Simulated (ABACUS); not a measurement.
# GaN: 7 runs along one coordinate

System: GaN (P6₃mc, 4 atoms in the cell).
Method: Kohn-Sham DFT of a periodic cell, PBE, PseudoDojo NC SR 0.4.1 PBE standard, no spin polarisation (ABACUS 3.10.1).

The 7 runs differ only in the geometry, by an even scaling of the cell at fixed fractional positions. The structure derives from an entry of the Crystallography Open Database.

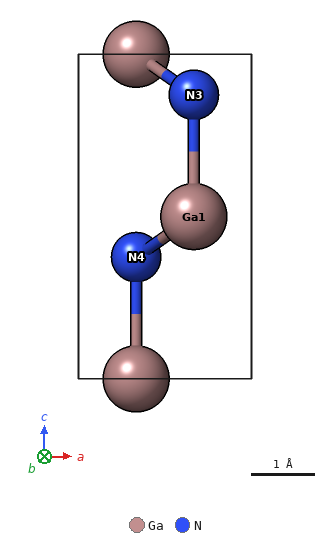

Figure 1. The structure of run 4 (ball-and-stick view of the cell of the calculation, along the b axis; atoms are numbered from 1 in the order of the input).

**Input of run 4**
```
INPUT_PARAMETERS
suffix              GaN
calculation         scf
basis_type          pw
pseudo_dir          ./
symmetry            1
dft_functional      pbe
ecutwfc             84
pseudo_rcut         10
nspin               1
nbands              22
ks_solver           dav
smearing_method     fd
smearing_sigma      0.00367493
scf_thr             1e-08
scf_nmax            100
mixing_type         broyden
mixing_beta         0.7
cal_force           1
cal_stress          1
kpar                4
```

**File STRU of run 4**
```
ATOMIC_SPECIES
Ga 69.7230 Ga.upf
N 14.0070 N.upf

LATTICE_CONSTANT
1.8897261246

LATTICE_VECTORS
3.1800000000 0.0000000000 0.0000000000
-1.5900000000 2.7539607840 0.0000000000
0.0000000000 0.0000000000 5.1660000000

ATOMIC_POSITIONS
Direct

Ga
0.0
2
0.6666666667 0.3333333333 0.5000000000 1 1 1
0.3333333333 0.6666666667 0.0000000000 1 1 1

N
0.0
2
0.6666666667 0.3333333333 0.8750000000 1 1 1
0.3333333333 0.6666666667 0.3750000000 1 1 1
```

**File KPT of run 4**
```
K_POINTS
0
Gamma
10 10 5 0 0 0
```

Command:
```bash
OMP_NUM_THREADS=1 mpirun -np 4 abacus > log
```

Run 3 differs from it as follows:
```diff
-3.1800000000 0.0000000000 0.0000000000
--1.5900000000 2.7539607840 0.0000000000
-0.0000000000 0.0000000000 5.1660000000
+3.1586570750 0.0000000000 0.0000000000
+-1.5793285375 2.7354772688 0.0000000000
+0.0000000000 0.0000000000 5.1313278144
```

**Results, with one run withheld**

| run | volume per atom (Å³) | free energy per atom, from the lowest run given (meV) | pressure (GPa) | gap on the mesh (eV) |
| --- | --- | --- | --- | --- |
| 1 | 10.632 | 70.98 | 21.89 | 2.43 |
| 2 | 10.858 | 43.87 | 16.59 | 2.29 |
| 3 | 11.084 | ? | ? | ? |
| 4 | 11.310 | 10.32 | 7.46 | 2.01 |
| 5 | 11.537 | 2.55 | 3.57 | 1.87 |
| 6 | 11.763 | 0.00 | 0.07 | 1.74 |
| 7 | 11.989 | 2.14 | −3.09 | 1.61 |

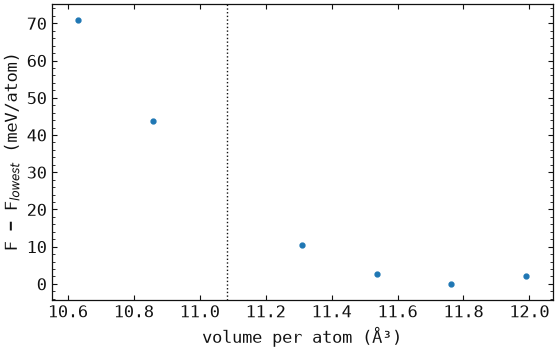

Figure 2. Free energy per atom of the runs given; the dotted line marks run 3.

What should run 3 give?

A cubic polynomial in V^(−2/3) (the Birch–Murnaghan form), fitted to the 6 runs given, misses them by at most 0.01 meV per atom. With x = V^(−2/3) − 0.19822 Å⁻², it reads F = 9.3651 + 3801.3 x + 3.8767e+05 x² + 4.2157e+05 x³ (meV per atom). At run 3 it gives 23.89 meV per atom, and the run itself gives 23.88. The slope of the fit gives a pressure −dF/dV of 11.80 GPa there, and the run prints 11.78 GPa. The fit has its minimum at 11.769 Å³ per atom, where V d²F/dV² gives 172 GPa. Cell shape and fractional positions are held, so this is the stiffness under even scaling; the relaxed bulk modulus wasn't computed. The gap on the mesh goes, without turning, from 2.43 eV in run 1 to 1.61 eV in run 7; run 3 has 2.15 eV. These are gaps of this functional on this mesh, which can miss the band edges; they aren't the measured gap.

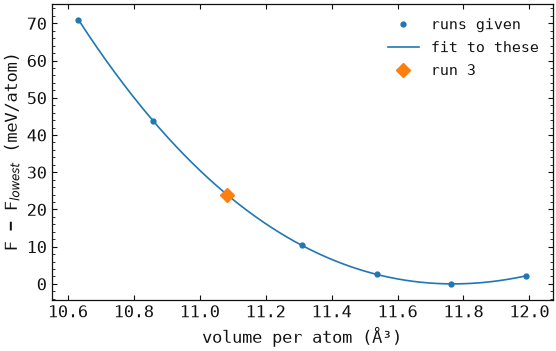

Figure 3. The fit and the withheld run.

**Some lines of the output (run 3)**
```
[...]
 E_Fermi        0.9891278368         13.4577746314
 E_Fermi        0.8954681612         12.1834693695
 E_Fermi        0.9002652035         12.2487364788
 E_Fermi        0.9000463727         12.2457591326
 E_Fermi        0.9002850489         12.2490064896
 E_Fermi        0.9002398433         12.2483914354
 E_Fermi        0.9002258800         12.2482014552
 E_Fermi        0.9002251303         12.2481912542
 E_KS(sigma->0) -347.5156082264      -4728.1924158149
 E_Fermi        0.9002228431         12.2481601360
 final etot is -4728.1924158 eV
 EFERMI = 12.248160136 eV
 TOTAL-PRESSURE: 117.788397 KBAR
 !FINAL_ETOT_IS -4728.1924158149304276 eV
```
